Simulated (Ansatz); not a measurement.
Consider Ti18O (cell with a defect).

The calculation's input:

```
crystal:
  lattice:
    - [4.3506528002, -2.5118505654, -4.5909904469]
    - [-4.3506528002, -2.5118505654, -4.5909904469]
    - [0.0, 5.0237011307, -4.5909904469]
  atoms:
    - { symbol: Ti, position: [0.1388888889, 0.4722222222, 0.1388888889] }
    - { symbol: Ti, position: [0.8055555556, 0.4722222222, 0.4722222222] }
    - { symbol: Ti, position: [0.4722222222, 0.1388888889, 0.1388888889] }
    - { symbol: Ti, position: [0.4722222222, 0.4722222222, 0.8055555556] }
    - { symbol: Ti, position: [0.1388888889, 0.1388888889, 0.4722222222] }
    - { symbol: Ti, position: [0.8055555556, 0.8055555556, 0.1388888889] }
    - { symbol: Ti, position: [0.8055555556, 0.1388888889, 0.8055555556] }
    - { symbol: Ti, position: [0.4722222222, 0.8055555556, 0.4722222222] }
    - { symbol: Ti, position: [0.1388888889, 0.8055555556, 0.8055555556] }
    - { symbol: Ti, position: [0.1944444444, 0.1944444444, 0.8611111111] }
    - { symbol: Ti, position: [0.8611111111, 0.1944444444, 0.1944444444] }
    - { symbol: Ti, position: [0.5277777778, 0.8611111111, 0.8611111111] }
    - { symbol: Ti, position: [0.5277777778, 0.1944444444, 0.5277777778] }
    - { symbol: Ti, position: [0.1944444444, 0.8611111111, 0.1944444444] }
    - { symbol: Ti, position: [0.8611111111, 0.5277777778, 0.8611111111] }
    - { symbol: Ti, position: [0.8611111111, 0.8611111111, 0.5277777778] }
    - { symbol: Ti, position: [0.5277777778, 0.5277777778, 0.1944444444] }
    - { symbol: Ti, position: [0.1944444444, 0.5277777778, 0.5277777778] }
    - { symbol: O, position: [0.6694408332, 0.6702844554, 0.0088010157] }
basis:
  ecutwfc: 420
  xc_grid: 2
kpoints:
  mp_grid: { grid: [4, 4, 4], shift: [0.5, 0.5, 0.5] }
hamiltonian:
  xc: pbesol
scf:
  occupations: { method: gaussian, width: 0.1 }
output:
  forces: true
  stress: false
  eigenvalues: true
  write_density: true
  write_potential: true
  elf: true
  volumetric_format: npy
relax:
  adjacent_minimum: "off"
  f_tol: 0.02
  max_steps: 60
```

Run with:

```sh
ansatz run input.yaml --threads 4 --pin off --max-ram 8192MiB --backend cpu --events-out ev --progress --plain --runs-dir out
```

The fields are those of the run's last geometry, not of the input's.

Computed without spin polarisation.

Level of theory: DFT PBEsol, scalar-relativistic, plane waves, PAW in Ansatz 0.2.0.

> What will maps of the valence pseudo-density and electron localisation function show?

Ti–Ti (2.89 Å): ρ at the midpoint is about 0.2 e/Å³; the ELF is about 0.25 at the midpoint; no shared electron pair shows on this line.
The ELF has a maximum of about 0.70 in the space between the atoms, on no atom or two-centre bond.

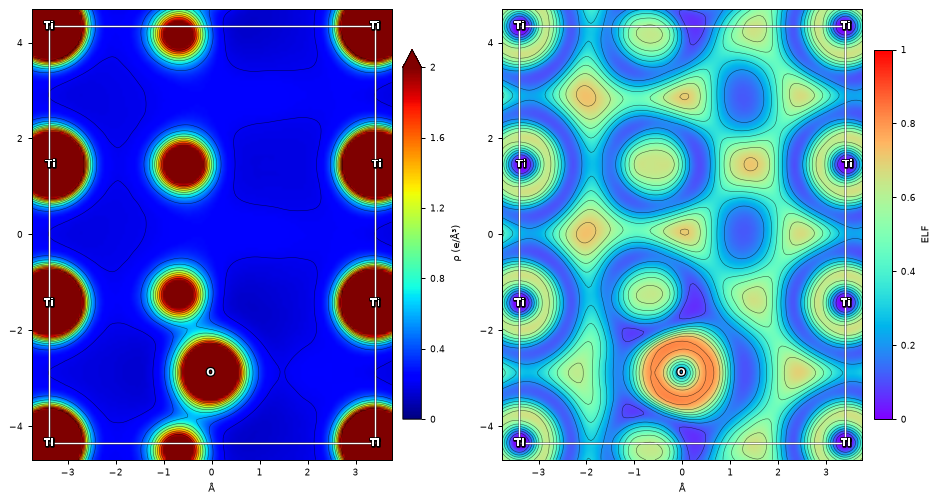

Computed valence pseudo-density and electron localisation function on the (101) plane of the calculation cell, in this order. Atoms just off the plane (Ti, 0.6 Å away) can leave unmarked features too.
